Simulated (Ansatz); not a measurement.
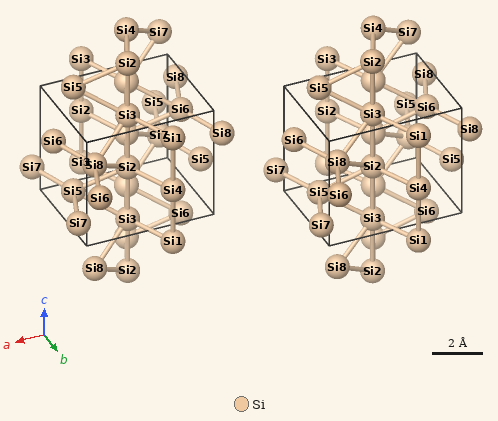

Two geometries of solid Si (a generated structure, set up in Pbcm), drawn at one scale. One is the start of a relaxation, the other its converged end. Style: ball-and-stick. Shown: the cell of the calculation, from a free direction.

Computed with Ansatz, DFT PBE, scalar-relativistic, plane waves, PAW. Settings: plane-wave cutoff 420 eV; k-point mesh 8 × 8 × 8; occupations gaussian; smearing width 0.1 eV; no spin polarisation; cell and atoms relaxed; force threshold 0.01 eV/Å; at most 80 steps.

Question: Which of the two is the end point?

Answer: The right one is the relaxed one. The largest moves relative to the cell, 0.14 Å, are those of Si5, Si6, Si7 and Si8. Si8 goes roughly along [−1 −3 0]. The drawn cell changes as follows: a 5.690 → 5.923 Å (+4.1 %), b 4.584 → 4.470 Å (−2.5 %), c 5.051 → 5.106 Å (+1.1 %); the volume changes by +2.6 %. Among the contacts that change: Si1–Si6 2.553 → 2.520 Å, Si1–Si4 2.525 → 2.553 Å, Si1–Si3 2.493 → 2.466 Å, Si5–Si7 2.430 → 2.417 Å. Bond angles that change, for instance: Si2–Si8–Si6 82.2° → 88.4°, Si6–Si8–Si6 141.3° → 135.3°, Si3–Si1–Si7 85.5° → 90.6°. The space group stays Pbcm (No. 57). Over 6 accepted moves (8 points after the start) the energy falls by 6.9 meV per atom. Largest force component: 0.063 eV/Å at the start, 0.00061 eV/Å at the end. The pressure goes from 0.19 to 0.02 GPa. The line search rejected the trial step at point 3 of the run. The SCF was repeated once at an unchanged geometry on a basis and grid sized afresh for the cell, which shifted the energy by 0.1 meV per atom at most.
